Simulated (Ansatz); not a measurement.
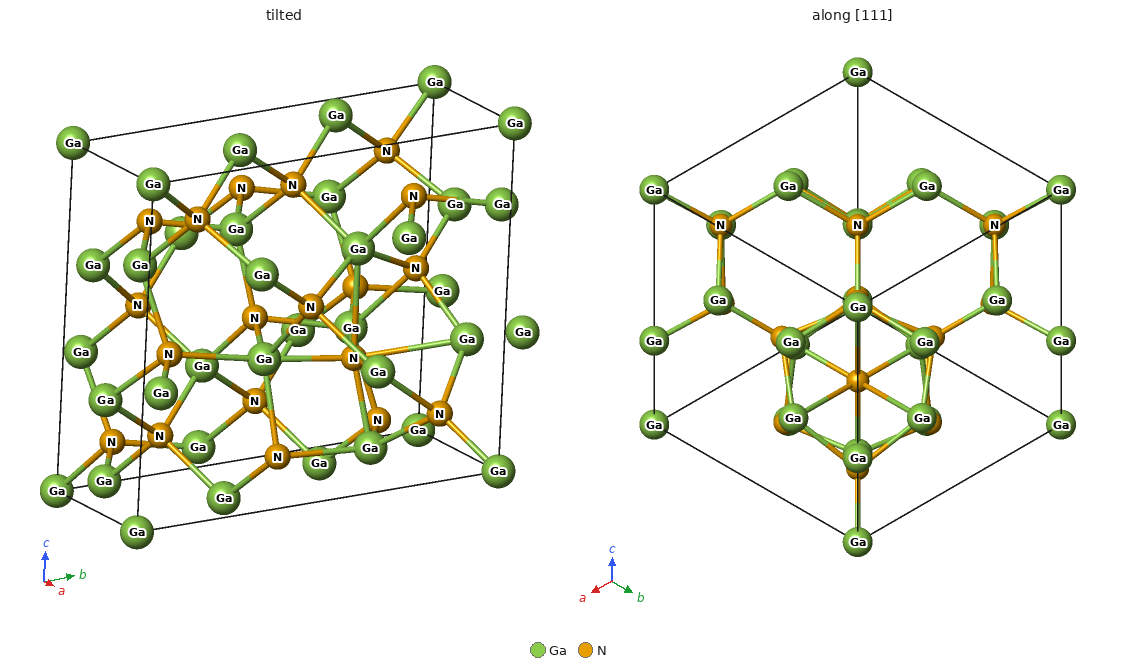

Drawn in the ball-and-stick manner and seen slightly off an axis and along [111]. Lines trace the edges of the simulation cell. Cell: a = 7.653 Å, b = 7.653 Å, c = 7.653 Å, α = 78.22°, β = 78.22°, γ = 78.22°.

What is this?

The formula is Ga18N19. With Z = 1, the cell contains 18 Ga, 19 N.

It goes back to a structure listed in the Materials Project, repeated into a supercell with a point defect put in. The atoms were relaxed in a fixed cell with DFT PBE, scalar-relativistic, plane waves, PAW (Ansatz).
